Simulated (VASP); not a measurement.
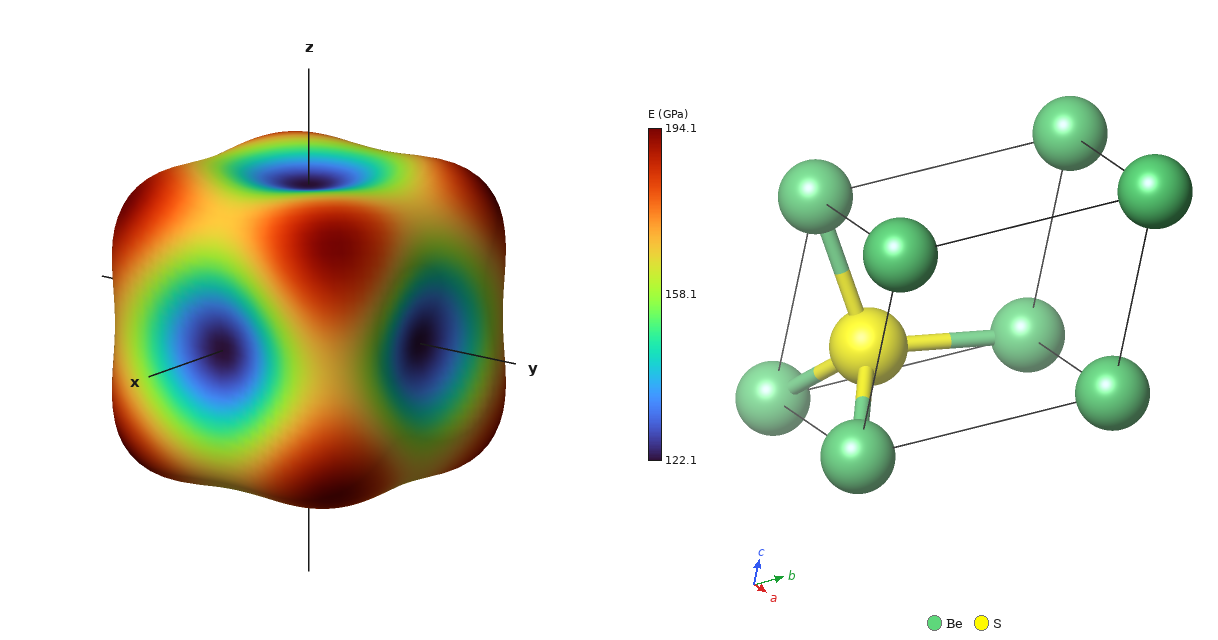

Caption: Young's modulus as a surface whose radius and colour give its value in each direction for BeS, space group F-43m (No. 216). The cell is drawn beside the plot.

Over all directions E runs from 122 to 194 GPa, a ratio of 1.59. E is 122 GPa along x, y and z alike, and 194 GPa along the body diagonal x + y + z. The Hill averages are K = 98 GPa and G = 66 GPa; K/G = 1.47.

How it was computed, with VASP 6.6.1: plane-wave DFT, no spin polarisation; elastic constants in Voigt order on the axes of the given cell. Level: PBEsol.

```json
{"setting": "k mesh", "value": "8×8×8"}
{"setting": "occupations", "value": "Gaussian"}
{"setting": "smearing width", "value": "0.01 eV"}
{"setting": "potentials", "value": "VASP PAW PBE potentials, recommended"}
{"setting": "wave cutoff", "value": "600 eV"}
```

Structure:
```
CELL_PARAMETERS angstrom
0.00000 2.41900 2.41900
2.41900 0.00000 2.41900
2.41900 2.41900 0.00000
ATOMIC_POSITIONS crystal
Be 0.00000 0.00000 0.00000
S 0.25000 0.25000 0.25000
```
